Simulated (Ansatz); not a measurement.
## Run report: Al$_{15}$ZnO$_{24}$, geometry relaxation (part 1 of 4)

Al$_{15}$ZnO$_{24}$ (defect cell, 40 atoms in the cell), computed with DFT PBE, scalar-relativistic, plane waves, PAW, spin-polarised (Ansatz 0.2.0).

The structure derives from a Materials Project entry. It belongs to a series of runs on one base structure; here: Zn_Al, charge +0, atoms relaxed at the host's cell.

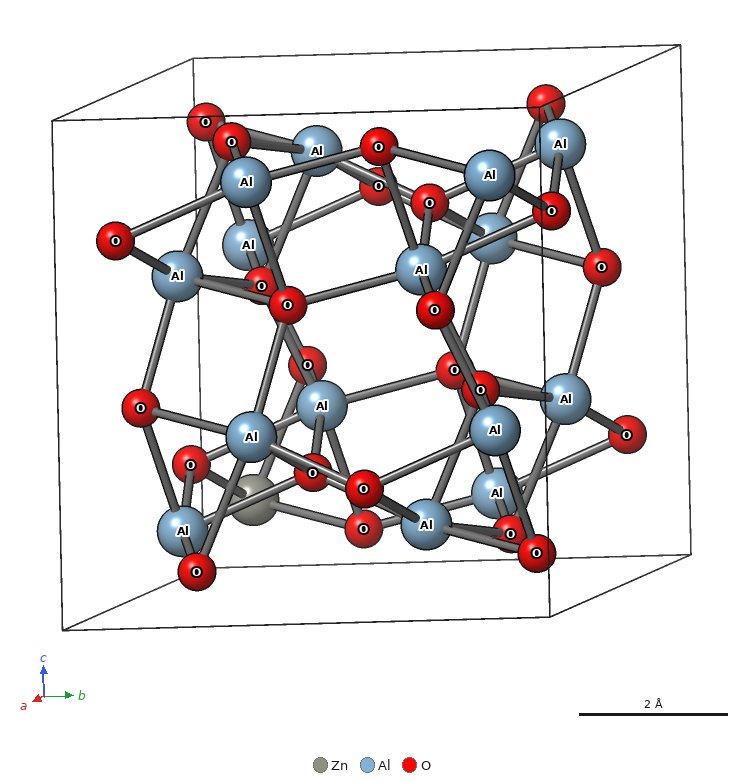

*The starting structure (ball-and-stick view of the cell of the calculation, seen slightly off an axis).*

The input
```yaml
crystal:
  lattice:
    - [-4.8085976127, -2.7762451261, 4.374911747]
    - [4.8085976127, -2.7762451261, 4.374911747]
    - [0.0, 5.5524902522, 4.374911747]
  atoms:
    - { symbol: Zn, position: [0.1478748935, 0.1478748935, 0.1478748935], spin: 0.143 }
    - { symbol: Al, position: [0.6478748935, 0.6478748935, 0.1478748935] }
    - { symbol: Al, position: [0.6478748935, 0.1478748935, 0.6478748935] }
    - { symbol: Al, position: [0.1478748935, 0.6478748935, 0.6478748935] }
    - { symbol: Al, position: [0.3521251065, 0.3521251065, 0.3521251065] }
    - { symbol: Al, position: [0.8521251065, 0.8521251065, 0.3521251065] }
    - { symbol: Al, position: [0.8521251065, 0.3521251065, 0.8521251065] }
    - { symbol: Al, position: [0.3521251065, 0.8521251065, 0.8521251065] }
    - { symbol: Al, position: [0.6478748935, 0.6478748935, 0.6478748935] }
    - { symbol: Al, position: [0.1478748935, 0.1478748935, 0.6478748935] }
    - { symbol: Al, position: [0.1478748935, 0.6478748935, 0.1478748935] }
    - { symbol: Al, position: [0.6478748935, 0.1478748935, 0.1478748935] }
    - { symbol: Al, position: [0.8521251065, 0.8521251065, 0.8521251065] }
    - { symbol: Al, position: [0.3521251065, 0.3521251065, 0.8521251065] }
    - { symbol: Al, position: [0.3521251065, 0.8521251065, 0.3521251065] }
    - { symbol: Al, position: [0.8521251065, 0.3521251065, 0.3521251065] }
    - { symbol: O, position: [0.4030814021, 0.5969185979, 0.75] }
    - { symbol: O, position: [0.9030814021, 0.0969185979, 0.75] }
    - { symbol: O, position: [0.9030814021, 0.5969185979, 0.25] }
    - { symbol: O, position: [0.4030814021, 0.0969185979, 0.25], spin: 0.143 }
    - { symbol: O, position: [0.4030814021, 0.25, 0.5969185979] }
    - { symbol: O, position: [0.9030814021, 0.75, 0.5969185979] }
    - { symbol: O, position: [0.9030814021, 0.25, 0.0969185979], spin: 0.143 }
    - { symbol: O, position: [0.4030814021, 0.75, 0.0969185979] }
    - { symbol: O, position: [0.5969185979, 0.75, 0.4030814021] }
    - { symbol: O, position: [0.0969185979, 0.25, 0.4030814021], spin: 0.143 }
    - { symbol: O, position: [0.0969185979, 0.75, 0.9030814021] }
    - { symbol: O, position: [0.5969185979, 0.25, 0.9030814021] }
    - { symbol: O, position: [0.75, 0.4030814021, 0.5969185979] }
    - { symbol: O, position: [0.25, 0.9030814021, 0.5969185979] }
    - { symbol: O, position: [0.25, 0.4030814021, 0.0969185979], spin: 0.143 }
    - { symbol: O, position: [0.75, 0.9030814021, 0.0969185979] }
    - { symbol: O, position: [0.25, 0.5969185979, 0.4030814021] }
    - { symbol: O, position: [0.75, 0.0969185979, 0.4030814021] }
    - { symbol: O, position: [0.75, 0.5969185979, 0.9030814021] }
    - { symbol: O, position: [0.25, 0.0969185979, 0.9030814021], spin: 0.143 }
    - { symbol: O, position: [0.5969185979, 0.4030814021, 0.25] }
    - { symbol: O, position: [0.0969185979, 0.9030814021, 0.25], spin: 0.143 }
    - { symbol: O, position: [0.0969185979, 0.4030814021, 0.75] }
    - { symbol: O, position: [0.5969185979, 0.9030814021, 0.75] }
  host:
    lattice:
      - [2.4042988063, 1.3881225631, 4.374911747]
      - [-2.4042988063, 1.3881225631, 4.374911747]
      - [0.0, -2.7762451261, 4.374911747]
    atoms:
      - { symbol: Al, position: [0.1478748935, 0.1478748935, 0.1478748935] }
      - { symbol: Al, position: [0.3521251065, 0.3521251065, 0.3521251065] }
      - { symbol: Al, position: [0.6478748935, 0.6478748935, 0.6478748935] }
      - { symbol: Al, position: [0.8521251065, 0.8521251065, 0.8521251065] }
      - { symbol: O, position: [0.9438371958, 0.5561628042, 0.25] }
      - { symbol: O, position: [0.4438371958, 0.75, 0.0561628042] }
      - { symbol: O, position: [0.5561628042, 0.25, 0.9438371958] }
      - { symbol: O, position: [0.25, 0.9438371958, 0.5561628042] }
      - { symbol: O, position: [0.75, 0.0561628042, 0.4438371958] }
      - { symbol: O, position: [0.0561628042, 0.4438371958, 0.75] }
basis:
  ecutwfc: 420
  xc_grid: 2
kpoints:
  mp_grid: { grid: [2, 2, 2], shift: [0.5, 0.5, 0.5] }
hamiltonian:
  xc: pbe
scf:
  occupations: { method: gaussian, width: 0.02 }
  lower_state_search: "off"
output:
  forces: true
  stress: false
  eigenvalues: true
  populations: true
  charged_corrections:
    defect_position: [0.14787489, 0.14787489, 0.14787489]
    epsilon: [[10.177, 0.0, 0.0], [0.0, 10.177, 0.0], [0.0, 0.0, 12.532]]
  write_density: true
  write_potential: true
  elf: true
  volumetric_format: npy
magnetization:
  spin_polarized: true
relax:
  adjacent_minimum: "off"
  f_tol: 0.03
  max_steps: 40
```

Launch command:
```bash
ansatz run input.yaml --threads 8 --pin off --max-ram 16384MiB --backend cpu --events-out ev --progress --plain --runs-dir out
```

Output
```
Engine: ansatz 0.2.0, aarch64-unknown-linux-gnu
Pseudopotentials: kind: paw
Pseudopotential: Zn, paw, valence charge 12, recommended cutoff 420 eV (normal), Zn.paw.azcp
Pseudopotential: Al, paw, valence charge 3, recommended cutoff 420 eV (normal), Al.paw.azcp
Pseudopotential: O, paw, valence charge 6, recommended cutoff 420 eV (normal), O.paw.azcp
Functional definition: PBE
  parameter kappa = 0.804
  parameter beta = 0.06672455060314922
  exchange = pbe_x(kappa = kappa, mu = beta*pi^2/3)
  correlation = pbe_c(beta = beta)
Crystal: 40 atoms, lattice volume = 350.426 Å³
Basis set: ecut = 420 eV, 6831 PW (Γ), exchange–correlation on 96×96×96 points (8 copies of the dense FFT grid, shifted against one another)
Bands: 142, of which v1, the nominal top of the filled ones, is band 101 counted from 1 (100 counted from 0)
Symmetry: 3 space group operations
Space group: R3 (ITA 146), of the structure as read, at distance tolerance 7.1e-5 Å
Magnetic group: BNS 146.10 (UNI 1240), of the structure as read, at distance tolerance 7.1e-5 Å
k-points: 2 of 8 (time reversal used)
Non-local potential: Zn, projectors of the file, l = 0: 2, l = 1: 2, l = 2: 3, l = 3: 1
Non-local potential: Al, projectors of the file, l = 0: 2, l = 1: 2, l = 2: 1
Non-local potential: O, projectors of the file, l = 0: 2, l = 1: 2, l = 2: 1
PAW form: soft (Blöchl's): semilocal exchange-correlation on the pseudo side does not see the compensation charge
PAW one-centre angular grid: Zn, 590 points (default); XC on 64 Gauss nodes
PAW one-centre angular grid: Al, 110 points (default); XC on 64 Gauss nodes
PAW one-centre angular grid: O, 110 points (default); XC on 64 Gauss nodes
Initial density: superposition of atomic densities (chi_scale 0.1, normalization cell, long waves kept (reshape's long-wave potential 0.39 eV rms))
Starting moments: Σ|m| = 1.001 μB on 7 of 40 sites
Initial wavefunctions: pseudopotential atomic-orbital guess
Functional: x = pbe(κ = 0.804, μ = 0.2195149727645171), c = pbe(β = 0.06672455060314922)
SCF iter   1: F=—  HF=-25068.536292 eV  |F-HF|=—  |Δ(HF+E_count)|=         —  Δρ=6.60e-2 (↑6.05e-2 ↓6.60e-2)  dr2=5.55e1  dr2_m=1.25e-1  M=0.365 μB ∫|m|=0.463 μB  β_m=0.30  ethr=3.10e-3  ⟨swp⟩=7.0  Hψ=2631  notcnv=0  defer=52
preconditioner: auto → Kerker (q_TF=auto, 2.487 Å⁻¹)  [metal: Δε(μ)=0.015 eV  Ē_g=18.219 eV  σ=0.020 eV  W_gap=0.38  n_scr=86 (ndim 8)  ℏωp=28.1 eV  f_vac=0.000  D(μ)=45.93/eV (n_scr^D=696)]
spin=Collinear: Kerker preconditioning applied to the charge; magnetization (m = ρ↑ − ρ↓) channel mixes plain (no charge-response kernel on spin).
SCF iter   2: F=—  HF=-25058.140978 eV  |F-HF|=—  |Δ(HF+E_count)|=    1.04e1  Δρ=3.55e-2 (↑3.55e-2 ↓3.49e-2)  dr2=1.94e1  dr2_m=3.32e-2  M=0.999 μB ∫|m|=1.027 μB  β_m=0.30  ethr=3.10e-3  ⟨swp⟩=2.0  Hψ=1036  notcnv=0  defer=140
preconditioner: auto → Resta (q_TF=auto, 2.487 Å⁻¹)  ε∞=3.5  [insulator: Δε(μ)=0.021 eV  Ē_g=17.687 eV  σ=0.020 eV  W_gap=0.55  n_scr=86 (ndim 8)  ℏωp=28.1 eV  f_vac=0.000  D(μ)=29.51/eV (n_scr^D=376)  ε∞_Penn≈3.5]
spin=Collinear: Resta preconditioning applied to the charge; magnetization (m = ρ↑ − ρ↓) channel mixes plain (no charge-response kernel on spin).
SCF iter   3: F=—  HF=-25053.493732 eV  |F-HF|=—  |Δ(HF+E_count)|=    4.65e0  Δρ=1.79e-2 (↑1.63e-2 ↓1.79e-2)  dr2=2.20e0  dr2_m=6.68e-2  M=1.000 μB ∫|m|=1.037 μB  β_m=1.00  ethr=3.10e-3  ⟨swp⟩=3.0  Hψ=855  notcnv=0  defer=140
SCF iter   4: F=—  HF=-25053.139206 eV  |F-HF|=—  |Δ(HF+E_count)|=   3.55e-1  Δρ=7.24e-3 (↑7.10e-3 ↓7.24e-3)  dr2=4.04e-1  dr2_m=1.52e-3  M=1.000 μB ∫|m|=1.059 μB  β_m=1.00  ethr=1.09e-3  ⟨swp⟩=2.0  Hψ=988  notcnv=0  defer=140
SCF iter   5: F=—  HF=-25053.205332 eV  |F-HF|=—  |Δ(HF+E_count)|=   6.61e-2  Δρ=4.62e-3 (↑1.61e-3 ↓4.62e-3)  dr2=6.72e-2  dr2_m=1.42e-2  M=1.000 μB ∫|m|=1.070 μB  β_m=0.30  ethr=2.01e-4  ⟨swp⟩=3.5  Hψ=771  notcnv=0  defer=140
SCF iter   6: F=—  HF=-25053.210904 eV  |F-HF|=—  |Δ(HF+E_count)|=   5.57e-3  Δρ=4.03e-3 (↑1.39e-3 ↓4.03e-3)  dr2=5.94e-2  dr2_m=8.83e-3  M=1.000 μB ∫|m|=1.070 μB  β_m=0.30  ethr=3.34e-5  ⟨swp⟩=1.2  Hψ=658  notcnv=0  defer=140
SCF iter   7: F=—  HF=-25053.206707 eV  |F-HF|=—  |Δ(HF+E_count)|=   4.20e-3  Δρ=9.87e-4 (↑9.87e-4 ↓5.72e-4)  dr2=1.37e-3  dr2_m=1.48e-3  M=1.000 μB ∫|m|=1.068 μB  β_m=1.00  ethr=2.96e-5  ⟨swp⟩=3.0  Hψ=826  notcnv=0  defer=140
SCF iter   8: F=—  HF=-25053.208421 eV  |F-HF|=—  |Δ(HF+E_count)|=   1.71e-3  Δρ=3.02e-4 (↑3.02e-4 ↓2.30e-4)  dr2=3.77e-4  dr2_m=7.52e-5  M=1.000 μB ∫|m|=1.068 μB  β_m=0.30  ethr=6.83e-7  ⟨swp⟩=2.0  Hψ=805  notcnv=0  defer=140
SCF iter   9: F=—  HF=-25053.210702 eV  |F-HF|=—  |Δ(HF+E_count)|=   2.28e-3  Δρ=3.17e-4 (↑3.17e-4 ↓2.86e-4)  dr2=7.64e-4  dr2_m=5.92e-6  M=1.000 μB ∫|m|=1.068 μB  β_m=1.00  ethr=1.87e-7  ⟨swp⟩=2.0  Hψ=745  notcnv=0  defer=140
SCF iter  10: F=—  HF=-25053.211498 eV  |F-HF|=—  |Δ(HF+E_count)|=   7.96e-4  Δρ=1.49e-4 (↑1.49e-4 ↓8.34e-5)  dr2=1.38e-4  dr2_m=4.80e-6  M=1.000 μB ∫|m|=1.068 μB  β_m=1.00  ethr=1.87e-7  ⟨swp⟩=2.0  Hψ=736  notcnv=0  defer=140
SCF iter  11: F=—  HF=-25053.211734 eV  |F-HF|=—  |Δ(HF+E_count)|=   2.35e-4  Δρ=6.64e-5 (↑6.64e-5 ↓2.87e-5)  dr2=1.54e-5  dr2_m=4.02e-6  M=1.000 μB ∫|m|=1.069 μB  β_m=0.30  ethr=6.87e-8  ⟨swp⟩=2.0  Hψ=581  notcnv=0  defer=140
SCF iter  12: F=—  HF=-25053.211902 eV  |F-HF|=—  |Δ(HF+E_count)|=   1.68e-4  Δρ=6.20e-5 (↑4.08e-5 ↓6.20e-5)  dr2=1.50e-6  dr2_m=8.15e-6  M=1.000 μB ∫|m|=1.069 μB  β_m=0.30  ethr=7.66e-9  ⟨swp⟩=26.0  Hψ=6285  notcnv=0
SCF iter  13: F=—  HF=-25053.211995 eV  |F-HF|=—  |Δ(HF+E_count)|=   9.31e-5  Δρ=7.32e-5 (↑2.81e-5 ↓7.32e-5)  dr2=5.36e-6  dr2_m=8.04e-6  M=1.000 μB ∫|m|=1.069 μB  β_m=0.30  ethr=7.48e-10  ⟨swp⟩=10.5  Hψ=3761  notcnv=0
SCF iter  14: F=—  HF=-25053.212041 eV  |F-HF|=—  |Δ(HF+E_count)|=   4.60e-5  Δρ=3.81e-5 (↑3.81e-5 ↓3.41e-5)  dr2=2.40e-7  dr2_m=4.07e-6  M=1.000 μB ∫|m|=1.069 μB  β_m=1.00  ethr=7.48e-10  ⟨swp⟩=10.8  Hψ=3666  notcnv=0
SCF iter  15: F=—  HF=-25053.212059 eV  |F-HF|=—  |Δ(HF+E_count)|=   1.84e-5  Δρ=1.34e-5 (↑4.46e-6 ↓1.34e-5)  dr2=3.56e-7  dr2_m=2.03e-7  M=1.000 μB ∫|m|=1.069 μB  β_m=0.30  ethr=1.20e-10  ⟨swp⟩=9.5  Hψ=3567  notcnv=0
Mixer restart at iter 15: flushing history
spin-set hold released at iteration 15 (site moments' squared step at or under half its running peak, from the soft ceiling on): the magnetisation degrees of freedom join the quasi-Newton model from the next iteration; the mixer history was flushed
SCF iter  16: F=—  HF=-25053.212074 eV  |F-HF|=—  |Δ(HF+E_count)|=   1.43e-5  Δρ=1.34e-5 (↑5.21e-6 ↓1.34e-5)  dr2=2.84e-7  dr2_m=2.51e-7  M=1.000 μB ∫|m|=1.069 μB  β_m=0.65  ethr=1.20e-10  ⟨swp⟩=9.5  Hψ=3580  notcnv=0
SCF iter  17: F=-25053.212088 eV  HF=-25053.212088 eV  |F-HF|=2.05e-8  |Δ(HF+E_count)|=   1.45e-5  Δρ=3.63e-6 (↑3.63e-6 ↓3.23e-6)  dr2=9.36e-9  dr2_m=3.51e-8  M=1.000 μB ∫|m|=1.069 μB  ethr=1.20e-10  ⟨swp⟩=10.2  Hψ=3658  notcnv=0
SCF 1 converged in 17 iterations: F = -25053.212088 eV  dr2 = 9.36e-9
  greatest PAW one-centre occupation: 0.996 electrons in one spin orbital (limit 2), on the Zn atom at site 0 (counted from 0), in its partial waves of l = 2
relax step   1: F+E_penalty+E_count = -25053.21208821 eV  Δ(F+E_penalty+E_count) = +0.000e0 eV  max|allowed force component| = 2.192e0 eV/Å  Δτ_max = 0.0000 Å  (17 SCF iters, dr2 threshold 2.25e-5 eV, accepted)
Initial density: handed on by an earlier stage of this run
Starting moments: Σ|m| = 1.001 μB on 7 of 40 sites; this step starts from the density that it was given
Initial wavefunctions: those handed on with the density
iter 1 solved again at ethr=2.25e-5 eV; its pass at ethr=3.10e-3 eV (dr2=4.53e-2 eV) is discarded
SCF iter   1: F=—  HF=-25053.643615 eV  |F-HF|=—  |Δ(HF+E_count)|=         —  Δρ=3.49e-3 (↑1.73e-3 ↓3.49e-3)  dr2=4.73e-2  dr2_m=8.35e-3  M=1.000 μB ∫|m|=1.069 μB  β_m=0.30  ethr=2.25e-5  ⟨swp⟩=3.0  Hψ=1745  notcnv=0  defer=140
preconditioner: auto → Kerker (q_TF=auto, 2.487 Å⁻¹)  [metal: Δε(μ)=0.009 eV  Ē_g=17.151 eV  σ=0.020 eV  W_gap=0.25  n_scr=86 (ndim 8)  ℏωp=28.1 eV  f_vac=0.000  D(μ)=45.53/eV (n_scr^D=672)]
spin=Collinear: Kerker preconditioning applied to the charge; magnetization (m = ρ↑ − ρ↓) channel mixes plain (no charge-response kernel on spin).
SCF iter   2: F=—  HF=-25053.637780 eV  |F-HF|=—  |Δ(HF+E_count)|=   5.84e-3  Δρ=2.24e-3 (↑1.28e-3 ↓2.24e-3)  dr2=2.51e-2  dr2_m=3.54e-3  M=1.000 μB ∫|m|=1.070 μB  β_m=0.58  ethr=2.25e-5  ⟨swp⟩=1.8  Hψ=431  notcnv=0  defer=140
SCF iter   3: F=—  HF=-25053.632485 eV  |F-HF|=—  |Δ(HF+E_count)|=   5.30e-3  Δρ=8.99e-4 (↑3.61e-4 ↓8.99e-4)  dr2=3.70e-3  dr2_m=4.19e-4  M=1.000 μB ∫|m|=1.072 μB  β_m=0.52  ethr=1.25e-5  ⟨swp⟩=2.0  Hψ=753  notcnv=0  defer=140
SCF iter   4: F=—  HF=-25053.631386 eV  |F-HF|=—  |Δ(HF+E_count)|=   1.10e-3  Δρ=2.83e-4 (↑2.05e-4 ↓2.83e-4)  dr2=9.34e-4  dr2_m=1.60e-5  M=1.000 μB ∫|m|=1.073 μB  β_m=0.67  ethr=1.84e-6  ⟨swp⟩=2.0  Hψ=736  notcnv=0  defer=140
SCF iter   5: F=—  HF=-25053.631252 eV  |F-HF|=—  |Δ(HF+E_count)|=   1.34e-4  Δρ=8.78e-5 (↑6.46e-5 ↓8.78e-5)  dr2=2.55e-4  dr2_m=1.90e-6  M=1.000 μB ∫|m|=1.073 μB  β_m=0.76  ethr=4.65e-7  ⟨swp⟩=2.0  Hψ=727  notcnv=0  defer=140
SCF iter   6: F=-25053.631135 eV  HF=-25053.631200 eV  |F-HF|=6.52e-5  |Δ(HF+E_count)|=   5.19e-5  Δρ=5.65e-5 (↑4.33e-5 ↓5.65e-5)  dr2=7.90e-5  dr2_m=5.99e-7  M=1.000 μB ∫|m|=1.073 μB  ethr=4.98e-8  ⟨swp⟩=21.2  Hψ=5387  notcnv=0
SCF 2 converged in 6 iterations: F = -25053.631135 eV  dr2 = 7.90e-5
[... from here on the iterations of each SCF are left out, up to the last one ...]
relax step   2: F+E_penalty+E_count = -25053.63113500 eV  Δ(F+E_penalty+E_count) = -4.190e-1 eV  max|allowed force component| = 1.118e0 eV/Å  Δτ_max = 0.0497 Å  (6 SCF iters, dr2 threshold 1.00e-4 eV, accepted)
preconditioner: auto → Kerker (q_TF=auto, 2.487 Å⁻¹)  [metal: Δε(μ)=0.003 eV  Ē_g=17.160 eV  σ=0.020 eV  W_gap=0.08  n_scr=86 (ndim 8)  ℏωp=28.1 eV  f_vac=0.000  D(μ)=42.73/eV (n_scr^D=618)]
spin=Collinear: Kerker preconditioning applied to the charge; magnetization (m = ρ↑ − ρ↓) channel mixes plain (no charge-response kernel on spin).
SCF 3 converged in 8 iterations: F = -25053.833976 eV  dr2 = 7.07e-6
relax step   3: F+E_penalty+E_count = -25053.83397587 eV  Δ(F+E_penalty+E_count) = -2.028e-1 eV  max|allowed force component| = 3.018e-1 eV/Å  Δτ_max = 0.0608 Å  (8 SCF iters, dr2 threshold 7.82e-5 eV, accepted)
preconditioner: auto → Kerker (q_TF=auto, 2.487 Å⁻¹)  [metal: Δε(μ)=0.001 eV  Ē_g=17.150 eV  σ=0.020 eV  W_gap=0.04  n_scr=86 (ndim 8)  ℏωp=28.1 eV  f_vac=0.000  D(μ)=41.00/eV (n_scr^D=558)]
spin=Collinear: Kerker preconditioning applied to the charge; magnetization (m = ρ↑ − ρ↓) channel mixes plain (no charge-response kernel on spin).
SCF 4 converged in 8 iterations: F = -25053.847099 eV  dr2 = 3.34e-6
relax step   4: F+E_penalty+E_count = -25053.84709934 eV  Δ(F+E_penalty+E_count) = -1.312e-2 eV  max|allowed force component| = 2.248e-1 eV/Å  Δτ_max = 0.0574 Å  (8 SCF iters, dr2 threshold 6.63e-6 eV, accepted)
preconditioner: auto → Kerker (q_TF=auto, 2.487 Å⁻¹)  [metal: Δε(μ)=0.006 eV  Ē_g=17.145 eV  σ=0.020 eV  W_gap=0.16  n_scr=86 (ndim 8)  ℏωp=28.1 eV  f_vac=0.000  D(μ)=38.41/eV (n_scr^D=504)]
spin=Collinear: Kerker preconditioning applied to the charge; magnetization (m = ρ↑ − ρ↓) channel mixes plain (no charge-response kernel on spin).
SCF 5 converged in 8 iterations: F = -25053.856047 eV  dr2 = 8.74e-7
relax step   5: F+E_penalty+E_count = -25053.85604746 eV  Δ(F+E_penalty+E_count) = -8.948e-3 eV  max|allowed force component| = 5.447e-2 eV/Å  Δτ_max = 0.0115 Å  (8 SCF iters, dr2 threshold 3.68e-6 eV, accepted)
SCF iter   1: F=—  HF=-25053.855906 eV  |F-HF|=—  |Δ(HF+E_count)|=         —  Δρ=2.24e-4 (↑8.53e-5 ↓2.24e-4)  dr2=2.43e-4  dr2_m=3.36e-5  M=1.000 μB ∫|m|=1.075 μB  β_m=0.30  ethr=1.12e-6  ⟨swp⟩=2.0  Hψ=1112  notcnv=0  defer=140
preconditioner: auto → Kerker (q_TF=auto, 2.487 Å⁻¹)  [metal: Δε(μ)=0.006 eV  Ē_g=17.144 eV  σ=0.020 eV  W_gap=0.18  n_scr=86 (ndim 8)  ℏωp=28.1 eV  f_vac=0.000  D(μ)=37.66/eV (n_scr^D=492)]
spin=Collinear: Kerker preconditioning applied to the charge; magnetization (m = ρ↑ − ρ↓) channel mixes plain (no charge-response kernel on spin).
SCF iter   2: F=—  HF=-25053.855878 eV  |F-HF|=—  |Δ(HF+E_count)|=   2.77e-5  Δρ=1.07e-4 (↑6.52e-5 ↓1.07e-4)  dr2=6.95e-5  dr2_m=9.13e-6  M=1.000 μB ∫|m|=1.075 μB  β_m=0.43  ethr=1.21e-7  ⟨swp⟩=1.0  Hψ=656  notcnv=0  defer=140
SCF iter   3: F=—  HF=-25053.856304 eV  |F-HF|=—  |Δ(HF+E_count)|=   4.25e-4  Δρ=4.29e-5 (↑3.56e-5 ↓4.29e-5)  dr2=1.91e-5  dr2_m=1.50e-6  M=1.000 μB ∫|m|=1.075 μB  β_m=0.62  ethr=3.46e-8  ⟨swp⟩=2.0  Hψ=581  notcnv=0  defer=140
SCF iter   4: F=—  HF=-25053.856301 eV  |F-HF|=—  |Δ(HF+E_count)|=   3.18e-6  Δρ=9.19e-6 (↑7.75e-6 ↓9.19e-6)  dr2=1.74e-6  dr2_m=2.96e-8  M=1.000 μB ∫|m|=1.075 μB  β_m=0.81  ethr=9.50e-9  ⟨swp⟩=2.5  Hψ=732  notcnv=0  defer=140
SCF iter   5: F=—  HF=-25053.856300 eV  |F-HF|=—  |Δ(HF+E_count)|=   2.01e-7  Δρ=5.48e-6 (↑4.28e-6 ↓5.48e-6)  dr2=6.67e-7  dr2_m=1.11e-8  M=1.000 μB ∫|m|=1.075 μB  β_m=0.79  ethr=8.66e-10  ⟨swp⟩=2.2  Hψ=792  notcnv=0  defer=140
SCF iter   6: F=—  HF=-25053.856300 eV  |F-HF|=—  |Δ(HF+E_count)|=   1.15e-7  Δρ=2.45e-6 (↑1.68e-6 ↓2.45e-6)  dr2=1.69e-7  dr2_m=2.70e-9  M=1.000 μB ∫|m|=1.075 μB  β_m=0.90  ethr=3.32e-10  ⟨swp⟩=3.0  Hψ=793  notcnv=0  defer=140
iter 7 did not close the SCF: its close was put off for a magnetic moment that had not settled (scf_convergence_deferred on its scf_iter line)
SCF iter   7: F=-25053.856300 eV  HF=-25053.856300 eV  |F-HF|=2.76e-8  |Δ(HF+E_count)|=   3.99e-8  Δρ=1.36e-6 (↑9.79e-7 ↓1.36e-6)  dr2=3.54e-8  dr2_m=6.20e-10  M=1.000 μB ∫|m|=1.075 μB  β_m=0.95  ethr=4.98e-11  ⟨swp⟩=14.0  Hψ=3691  notcnv=0
SCF iter   8: F=-25053.856300 eV  HF=-25053.856300 eV  |F-HF|=5.73e-9  |Δ(HF+E_count)|=   5.80e-9  Δρ=8.03e-7 (↑6.13e-7 ↓8.03e-7)  dr2=7.00e-9  dr2_m=2.11e-10  M=1.000 μB ∫|m|=1.075 μB  ethr=1.76e-11  ⟨swp⟩=5.0  Hψ=2812  notcnv=0
SCF 6 converged in 8 iterations: F = -25053.856300 eV  dr2 = 7.00e-9
relax step   6: F+E_penalty+E_count = -25053.85630017 eV  Δ(F+E_penalty+E_count) = -2.527e-4 eV  max|allowed force component| = 9.488e-3 eV/Å  Δτ_max = 0.0046 Å  (8 SCF iters, accepted)
```
